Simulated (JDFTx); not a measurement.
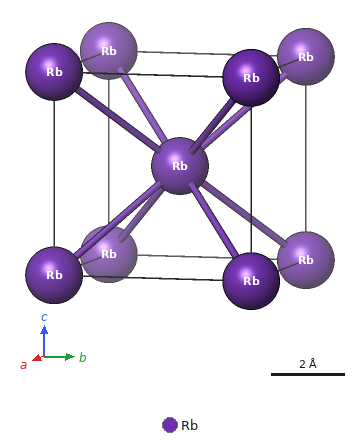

**Figure 1.** The input geometry (ball-and-stick view of the cell 2 times as large as that of the calculation, set on its symmetry axes, seen slightly off an axis). An atom can appear more than once, as a periodic image.

## Band-structure run of Rb

- system: Rb (Im-3m, 1 atom in the cell)
- method: Kohn-Sham DFT of a periodic cell, PBE, spin-orbit coupling, PseudoDojo-FR-PBE-0.4-standard, no spin polarisation (JDFTx 1.7.0 (patched build))

The structure derives from an entry of the Crystallography Open Database.

**The input**
```
include Rb.lattice
coords-type Lattice
include Rb.ionpos

ion-species pseudo/Rb.upf
elec-cutoff 24
elec-ex-corr gga-PBE
elec-smearing Fermi 0.0018374661
elec-n-bands 19
spintype spin-orbit
electronic-minimize nIterations 30 energyDiffThreshold 1e-06
davidson-band-ratio 1.3
forces-output-coords Cartesian
include path.kpoints
symmetries none
fix-electron-density run.$VAR

dump-name bands.$VAR
dump End Ecomponents EigStats BandEigs Kpoints Forces
```

**File Rb.lattice**
```
lattice \
   -5.2959574643     5.2959574643     5.2959574643 \
    5.2959574643    -5.2959574643     5.2959574643 \
    5.2959574643     5.2959574643    -5.2959574643
```

**File Rb.ionpos**
```
ion Rb     0.0000000000     0.0000000000     0.0000000000 1
```

**File path.kpoints**
```
kpoint +0.0000000000 +0.0000000000 +0.0000000000 0.020000000000
kpoint +0.0500000000 -0.0500000000 +0.0500000000 0.020000000000
kpoint +0.1000000000 -0.1000000000 +0.1000000000 0.020000000000
kpoint +0.1500000000 -0.1500000000 +0.1500000000 0.020000000000
kpoint +0.2000000000 -0.2000000000 +0.2000000000 0.020000000000
kpoint +0.2500000000 -0.2500000000 +0.2500000000 0.020000000000
kpoint +0.3000000000 -0.3000000000 +0.3000000000 0.020000000000
kpoint +0.3500000000 -0.3500000000 +0.3500000000 0.020000000000
kpoint +0.4000000000 -0.4000000000 +0.4000000000 0.020000000000
kpoint +0.4500000000 -0.4500000000 +0.4500000000 0.020000000000
kpoint +0.5000000000 -0.5000000000 +0.5000000000 0.020000000000
kpoint +0.4285714286 -0.4285714286 +0.5000000000 0.020000000000
kpoint +0.3571428571 -0.3571428571 +0.5000000000 0.020000000000
kpoint +0.2857142857 -0.2857142857 +0.5000000000 0.020000000000
kpoint +0.2142857143 -0.2142857143 +0.5000000000 0.020000000000
kpoint +0.1428571429 -0.1428571429 +0.5000000000 0.020000000000
kpoint +0.0714285714 -0.0714285714 +0.5000000000 0.020000000000
kpoint +0.0000000000 +0.0000000000 +0.5000000000 0.020000000000
kpoint +0.0000000000 +0.0000000000 +0.4285714286 0.020000000000
kpoint +0.0000000000 +0.0000000000 +0.3571428571 0.020000000000
kpoint +0.0000000000 +0.0000000000 +0.2857142857 0.020000000000
kpoint +0.0000000000 +0.0000000000 +0.2142857143 0.020000000000
kpoint +0.0000000000 +0.0000000000 +0.1428571429 0.020000000000
kpoint +0.0000000000 +0.0000000000 +0.0714285714 0.020000000000
kpoint +0.0000000000 +0.0000000000 +0.0000000000 0.020000000000
kpoint +0.0277777778 +0.0277777778 +0.0277777778 0.020000000000
kpoint +0.0555555556 +0.0555555556 +0.0555555556 0.020000000000
kpoint +0.0833333333 +0.0833333333 +0.0833333333 0.020000000000
kpoint +0.1111111111 +0.1111111111 +0.1111111111 0.020000000000
kpoint +0.1388888889 +0.1388888889 +0.1388888889 0.020000000000
kpoint +0.1666666667 +0.1666666667 +0.1666666667 0.020000000000
kpoint +0.1944444444 +0.1944444444 +0.1944444444 0.020000000000
kpoint +0.2222222222 +0.2222222222 +0.2222222222 0.020000000000
kpoint +0.2500000000 +0.2500000000 +0.2500000000 0.020000000000
kpoint +0.2750000000 +0.1750000000 +0.2750000000 0.020000000000
kpoint +0.3000000000 +0.1000000000 +0.3000000000 0.020000000000
kpoint +0.3250000000 +0.0250000000 +0.3250000000 0.020000000000
kpoint +0.3500000000 -0.0500000000 +0.3500000000 0.020000000000
kpoint +0.3750000000 -0.1250000000 +0.3750000000 0.020000000000
kpoint +0.4000000000 -0.2000000000 +0.4000000000 0.020000000000
kpoint +0.4250000000 -0.2750000000 +0.4250000000 0.020000000000
kpoint +0.4500000000 -0.3500000000 +0.4500000000 0.020000000000
kpoint +0.4750000000 -0.4250000000 +0.4750000000 0.020000000000
kpoint +0.5000000000 -0.5000000000 +0.5000000000 0.020000000000
kpoint +0.2500000000 +0.2500000000 +0.2500000000 0.020000000000
kpoint +0.2000000000 +0.2000000000 +0.3000000000 0.020000000000
kpoint +0.1500000000 +0.1500000000 +0.3500000000 0.020000000000
kpoint +0.1000000000 +0.1000000000 +0.4000000000 0.020000000000
kpoint +0.0500000000 +0.0500000000 +0.4500000000 0.020000000000
kpoint +0.0000000000 +0.0000000000 +0.5000000000 0.020000000000
```

Run on 1 thread of AMD EPYC (Zen 3), 32 GiB of memory available, shared host.

Launched with:
```bash
jdftx -c 1 -i bands.in -o bands.out
```

**Log**
```
*************** JDFTx 1.7.0 (patched build) ***************

Input parsed successfully to the following command list (including defaults):
[... the input with its defaults ...]

---------- Initializing the Grid ----------
R =
[     -5.29596      5.29596      5.29596  ]
[      5.29596     -5.29596      5.29596  ]
[      5.29596      5.29596     -5.29596  ]
unit cell volume = 594.146
G =
[ 7.03117e-18   0.593206   0.593206  ]
[   0.593206 7.03117e-18   0.593206  ]
[   0.593206   0.593206 7.03117e-18  ]
Minimum fftbox size, Smin = [  44  44  44  ]
Chosen fftbox size, S = [  48  48  48  ]

---------- Exchange Correlation functional ----------
Initalized PBE GGA exchange.
Initalized PBE GGA correlation.

---------- Setting up pseudopotentials ----------
Width of ionic core gaussian charges (only for fluid interactions / plotting) set to 0

Reading pseudopotential file 'pseudo/Rb.upf':
  'Rb' pseudopotential, 'PBE' functional
  Generated using ONCVPSP code by D. R. Hamann
  9 valence electrons, 4 orbitals, 10 projectors, 1001 radial grid points, with lMax = 2
    4S    l: 0   occupation:  2.0   eigenvalue: -1.171614
    4P    l: 1   occupation:  4.0   eigenvalue: -0.576145
    4P    l: 1   occupation:  2.0   eigenvalue: -0.608433
    5S    l: 0   occupation:  1.0   eigenvalue: -0.082002
  WARNING: large normalization error in atomic orbital 2s (integral: 0.975310).
  Core radius for overlap checks: 1.85 bohrs.

Initialized 1 species with 1 total atoms.

Folded 50 k-points by 1x1x1 to 50 k-points.

---------- Setting up k-points, bands, fillings ----------
No reducable k-points.
Computing the number of bands and number of electrons
Calculating initial fillings.
nElectrons:   9.000000   nBands: 19   nStates: 50

----- Setting up reduced wavefunction bases (one per k-point) -----
average nbasis = 3339.540 , ideal nbasis = 3336.601

---------- Setting up ewald sum ----------
Optimum gaussian width for ewald sums = 3.306682 bohr.
Real space sum over 2197 unit cells with max indices [  6  6  6  ]
Reciprocal space sum over 2197 terms with max indices [  6  6  6  ]

---------- Allocating electronic variables ----------
Reading n from file 'run.n' ... done
Initializing wave functions:  linear combination of atomic orbitals
Note: number of bands (19) exceeds available atomic orbitals (10)

----------- Band structure minimization -------------
Minimization will be done independently for each quantum number.

---- Minimization of quantum number:     0  [ +0.0000000 +0.0000000 +0.0000000 ]  0.020000000 ----
BandDavidson: Iter:   0  Eband: -0.010987676456255
BandDavidson: Iter:   1  Eband: -0.030189090047739  dEband: -1.920141e-02
BandDavidson: Iter:   2  Eband: -0.039696367315609  dEband: -9.507277e-03
BandDavidson: Iter:   3  Eband: -0.043550638521787  dEband: -3.854271e-03
[... 811 lines of inner loops ...]
BandDavidson: Iter:  11  Eband: -0.046788756359806  dEband: -1.676708e-06
BandDavidson: Iter:  12  Eband: -0.046789755282896  dEband: -9.989231e-07
BandDavidson: Converged (dEband<1.000000e-06)
	FillingsUpdate:  mu: +0.092581519  nElectrons: 9.000000
WARNING: these k-points are no uniform mesh, so that mu and the fillings of partly filled bands are only those of these points: take mu from the calculation that made the density or potential.

Dumping 'bands.eigStats' ...
	eMin: -0.983323 at state 0 ( [ +0.000000 +0.000000 +0.000000 ] spin 0 )
	HOMO: +0.090824 at state 31 ( [ +0.194444 +0.194444 +0.194444 ] spin 0 )
	mu  : +0.092582
	LUMO: +0.094278 at state 7 ( [ +0.350000 -0.350000 +0.350000 ] spin 0 )
	eMax: +0.300323 at state 15 ( [ +0.142857 -0.142857 +0.500000 ] spin 0 )
	HOMO-LUMO gap: +0.003454
	Optical gap  : +0.019069 at state 16 ( [ +0.071429 -0.071429 +0.500000 ] spin 0 )
Done!
```

**Key numbers**

```json
{"quantity": "outcome", "value": "converged"}
{"quantity": "space group (tolerance 0.01 Å)", "value": "Im-3m (229)"}
{"quantity": "electrons treated", "value": "9"}
{"quantity": "gap on the band path", "value": "0.00 eV"}
{"quantity": "wall time", "value": "77 s"}
{"quantity": "peak memory", "value": "0.17 GiB"}
```

**Remarks**

Notes on the run: WARNING: large normalization error in atomic orbital 2s (integral: 0.975310).
